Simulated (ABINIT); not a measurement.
## Run report: MnF2, single-point calculation (part 1 of 2)

System: MnF2 (6 atoms in the cell).
Method: Kohn-Sham DFT of a periodic cell, PBE, JTH PAW PBE v2.0, spin-polarised (ABINIT 10.8.3).

The structure derives from an entry of the Crystallography Open Database.

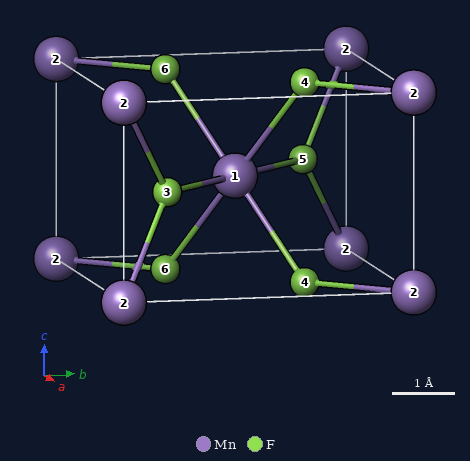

**Figure 1.** The structure as given in the input (ball-and-stick view of the cell of the calculation, seen slightly off an axis; atoms are numbered from 1 in the order of the input). An atom can appear more than once, as a periodic image. Near neighbours in the periodic cell (some may lie outside the picture): Mn has 6 F at 2.10 to 2.13 Å; F has 3 Mn at 2.10 to 2.13 Å.

## Summary

| quantity | value |
| --- | --- |
| outcome | converged |
| space group (tolerance 0.01 Å) | P4₂/mnm (136) |
| electrons treated | 58 |
| free energy | −8364.2680 eV |
| Fermi energy | 4.122 eV |
| gap on the k-point mesh | 1.08 eV |
| net moment of the cell | 10.00 μB |
| pressure | 3.35 GPa |
| largest force (length of the vector) | 0.050 eV/Å |
| hardware | 4 threads of Arm Neoverse V1, 24 GiB of memory available, shared host |
| wall time | 3 min (CPU time 12 min) |
| peak memory | 0.92 GiB |

## Remarks

Semilocal DFT without U tends to delocalise the d electrons of such compounds and to underestimate the gap.

## The input
```
pp_dirpath "./"
pseudos "Mn.GGA_PBE-JTH.xml, F.GGA_PBE-JTH.xml"

acell 3*1.0
rprim
     9.2101471862     0.0000000000     0.0000000000
     0.0000000000     9.2101471862     0.0000000000
     0.0000000000     0.0000000000     6.2563162808
ntypat 2
znucl 25 9
natom 6
typat 1 1 2 2 2 2
xred
     0.5000000000     0.5000000000     0.5000000000
     0.0000000000     0.0000000000     0.0000000000
     0.8053000000     0.1947000000     0.5000000000
     0.6947000000     0.6947000000     0.0000000000
     0.1947000000     0.8053000000     0.5000000000
     0.3053000000     0.3053000000     0.0000000000

ecut 26.0
pawecutdg 48.0
pawxcdev 0

kptopt 1
ngkpt 6 6 8
nshiftk 1
shiftk 0.0 0.0 0.0

ixc 11

nband 37
occopt 3
tsmear 0.05 eV

nsppol 2
spinat
     0.0000000000     0.0000000000     5.0000000000
     0.0000000000     0.0000000000     5.0000000000
     0.0000000000     0.0000000000     0.0000000000
     0.0000000000     0.0000000000     0.0000000000
     0.0000000000     0.0000000000     0.0000000000
     0.0000000000     0.0000000000     0.0000000000

nstep 100
tolvrs 1.0e-9

iomode 3
prtwf 0
prtden 0
prteig 0
prtebands 0
```

Launch command:
```bash
mpirun --bind-to none -np 4 abinit run.abi > log 2>&1
```

## The program's output
```
.Version 10.8.3 of ABINIT
 Symmetries : space group P4_2/m n m (#136); Bravais tP (primitive tetrag.)
================================================================================
 Values of the parameters that define the memory need of the present run
     intxc =       0    ionmov =       0      iscf =      17    lmnmax =      18
     lnmax =       6     mgfft =      45  mpssoang =       3    mqgrid =    3001
     natom =       6  nloc_mem =       2    nspden =       2   nspinor =       1
    nsppol =       2      nsym =      16    n1xccc =       1    ntypat =       2
    occopt =       3   xclevel =       2
       mpw =        3382          nfft =       60750          nkpt =          50
Pmy_natom=         2
 PAW method is used; the additional fine FFT grid is defined by:
   mgfftf=        60    nfftf =    144000
================================================================================
================================================================================

--------------------------------------------------------------------------------
------------- Echo of variables that govern the present computation ------------
--------------------------------------------------------------------------------
 -outvars: echo values of preprocessed input variables --------
            acell      1.0000000000E+00  1.0000000000E+00  1.0000000000E+00 Bohr
              amu      5.49380500E+01  1.89984032E+01
             ecut      2.60000000E+01 Hartree
              ixc          11
         kptrlatt        6    0    0      0    6    0      0    0    8
          kptrlen      5.00505302E+01
            natom           6
            nband          37
            ngfft          45      45      30
          ngfftdg          60      60      40
             nkpt          50
           nspden           2
           nsppol           2
            nstep         100
             nsym          16
           ntypat           2
           occopt           3
        pawecutdg      4.80000000E+01 Hartree
         pawxcdev           0
           prtden           0
        prtebands           0
           prteig           0
            prtwf           0
            rprim      9.2101471862E+00  0.0000000000E+00  0.0000000000E+00
                       0.0000000000E+00  9.2101471862E+00  0.0000000000E+00
                       0.0000000000E+00  0.0000000000E+00  6.2563162808E+00
          spgroup         136
           spinat      0.0000000000E+00  0.0000000000E+00  5.0000000000E+00
                       0.0000000000E+00  0.0000000000E+00  5.0000000000E+00
                       0.0000000000E+00  0.0000000000E+00  0.0000000000E+00
                       0.0000000000E+00  0.0000000000E+00  0.0000000000E+00
                       0.0000000000E+00  0.0000000000E+00  0.0000000000E+00
                       0.0000000000E+00  0.0000000000E+00  0.0000000000E+00
           tolvrs      1.00000000E-09
           tsmear      1.83746611E-03 Hartree
            typat      1  1  2  2  2  2
           useylm           1
           xangst      2.4368999983E+00  2.4368999983E+00  1.6553499989E+00
                       0.0000000000E+00  0.0000000000E+00  0.0000000000E+00
                       3.9248711373E+00  9.4892885936E-01  1.6553499989E+00
                       3.3858288577E+00  3.3858288577E+00  0.0000000000E+00
                       9.4892885936E-01  3.9248711373E+00  1.6553499989E+00
                       1.4879711390E+00  1.4879711390E+00  0.0000000000E+00
            xcart      4.6050735931E+00  4.6050735931E+00  3.1281581404E+00
                       0.0000000000E+00  0.0000000000E+00  0.0000000000E+00
                       7.4169315290E+00  1.7932156572E+00  3.1281581404E+00
                       6.3982892503E+00  6.3982892503E+00  0.0000000000E+00
                       1.7932156572E+00  7.4169315290E+00  3.1281581404E+00
                       2.8118579359E+00  2.8118579359E+00  0.0000000000E+00
             xred      5.0000000000E-01  5.0000000000E-01  5.0000000000E-01
                       0.0000000000E+00  0.0000000000E+00  0.0000000000E+00
                       8.0530000000E-01  1.9470000000E-01  5.0000000000E-01
                       6.9470000000E-01  6.9470000000E-01  0.0000000000E+00
                       1.9470000000E-01  8.0530000000E-01  5.0000000000E-01
                       3.0530000000E-01  3.0530000000E-01  0.0000000000E+00
            znucl       25.00000    9.00000

================================================================================

 chkinp: Checking input parameters for consistency.

================================================================================
== DATASET  1 ==================================================================

--- !DatasetInfo
iteration_state: {dtset: 1, }
dimensions: {natom: 6, nkpt: 50, mband: 37, nsppol: 2, nspinor: 1, nspden: 2, mpw: 3382, }
cutoff_energies: {ecut:  26.0, pawecutdg:  48.0, }
electrons: {nelect:   5.80000000E+01, charge:   0.00000000E+00, occopt:   3.00000000E+00, tsmear:   1.83746611E-03, }
meta: {optdriver: 0, ionmov: 0, optcell: 0, iscf: 17, paral_kgb: 0, }
...

 Exchange-correlation functional for the present dataset will be:
  GGA: Perdew-Burke-Ernzerhof functional - ixc=11
  J.P.Perdew, K.Burke, M.Ernzerhof, PRL 77, 3865 (1996)

 Real(R)+Recip(G) space primitive vectors, cartesian coordinates (Bohr,Bohr^-1):
 R(1)=  9.2101472  0.0000000  0.0000000  G(1)=  0.1085759  0.0000000  0.0000000
 R(2)=  0.0000000  9.2101472  0.0000000  G(2)=  0.0000000  0.1085759  0.0000000
 R(3)=  0.0000000  0.0000000  6.2563163  G(3)=  0.0000000  0.0000000  0.1598385
 Unit cell volume ucvol=  5.3070336E+02 bohr^3
 Angles (23,13,12)=  9.00000000E+01  9.00000000E+01  9.00000000E+01 degrees

 Coarse grid specifications (used for wave-functions):

 getcut: wavevector=  0.0000  0.0000  0.0000  ngfft=  45  45  30
         ecut(hartree)=     26.000   => boxcut(ratio)=   2.08130

 Fine grid specifications (used for densities):

 getcut: wavevector=  0.0000  0.0000  0.0000  ngfft=  60  60  40
         ecut(hartree)=     48.000   => boxcut(ratio)=   2.05001

--- Pseudopotential description ------------------------------------------------
- pspini: atom type   1  psp file is ./Mn.GGA_PBE-JTH.xml
 Pseudopotential format is: paw10
 basis_size (lnmax)=  6 (lmn_size= 18), orbitals=   0   0   1   1   2   2
 Spheres core radius: rc_sph= 2.11191681
 Shapefunction is SIN type: shapef(r)=[sin(pi*r/rshp)/(pi*r/rshp)]**2
 Radius for shape functions =  1.80270168
 Compensation charge density is not taken into account in XC energy/potential

- pspini: atom type   2  psp file is ./F.GGA_PBE-JTH.xml
 Pseudopotential format is: paw10
 basis_size (lnmax)=  4 (lmn_size=  8), orbitals=   0   0   1   1
 Spheres core radius: rc_sph= 1.40288605
 Shapefunction is SIN type: shapef(r)=[sin(pi*r/rshp)/(pi*r/rshp)]**2
 Radius for shape functions =  1.20455331
 Compensation charge density is not taken into account in XC energy/potential

   4.78748883E+03                                ecore*ucvol(ha*bohr**3)
--------------------------------------------------------------------------------

================================================================================

--- !BeginCycle
iteration_state: {dtset: 1, }
solver: {iscf: 17, nstep: 100, nline: 4, wfoptalg: 10, }
tolerances: {tolvrs: 1.00E-09, }
...

     iter   Etot(hartree)      deltaE(h)  residm     nres2   difmagsph maxmagsph
 ETOT  1  -303.34701948820    -3.033E+02 9.149E+00 8.031E+02 1.654E+00 1.654E+00
 ETOT  2  -311.83345468211    -8.486E+00 3.754E-01 3.360E+03 1.593E+00 1.860E-01
 ETOT  3  -307.36694636472     4.467E+00 1.888E-01 2.194E+02 4.459E+00 4.519E+00
 ETOT  4  -307.34900479351     1.794E-02 8.247E-02 4.655E+01 6.713E-02 4.452E+00
 ETOT  5  -307.38513049359    -3.613E-02 6.289E-02 3.517E+01 1.747E-02 4.470E+00
 ETOT  6  -307.39370566648    -8.575E-03 2.388E-02 1.735E+01 1.957E-03 4.471E+00
 ETOT  7  -307.38878815313     4.918E-03 5.510E-03 3.785E+00 8.565E-03 4.480E+00
 ETOT  8  -307.38147767345     7.310E-03 2.155E-03 3.146E-01 9.421E-03 4.480E+00
 ETOT  9  -307.38139641213     8.126E-05 2.181E-03 1.276E-01 3.979E-03 4.481E+00
 ETOT 10  -307.38117230899     2.241E-04 1.144E-03 4.571E-03 2.024E-03 4.479E+00
 ETOT 11  -307.38117855455    -6.246E-06 1.158E-03 3.458E-04 1.024E-03 4.478E+00
 ETOT 12  -307.38118099401    -2.439E-06 1.165E-03 4.315E-05 2.826E-04 4.478E+00
 ETOT 13  -307.38118100233    -8.322E-09 7.495E-04 7.518E-06 7.389E-05 4.478E+00
 ETOT 14  -307.38118102090    -1.857E-08 6.489E-04 2.246E-06 1.013E-05 4.478E+00
 ETOT 15  -307.38118102072     1.812E-10 3.237E-04 1.027E-07 1.454E-05 4.478E+00
 ETOT 16  -307.38118102087    -1.518E-10 2.514E-04 8.804E-09 3.809E-06 4.478E+00
 ETOT 17  -307.38118102087     6.821E-13 1.538E-04 3.442E-10 8.117E-07 4.478E+00

 At SCF step   17       nres2   =  3.44E-10 < tolvrs=  1.00E-09 =>converged.

 Cartesian components of stress tensor (hartree/bohr^3)
  sigma(1 1)= -1.08186039E-04  sigma(3 2)=  0.00000000E+00
  sigma(2 2)= -1.08186039E-04  sigma(3 1)=  0.00000000E+00
  sigma(3 3)= -1.25471076E-04  sigma(2 1)=  0.00000000E+00
```
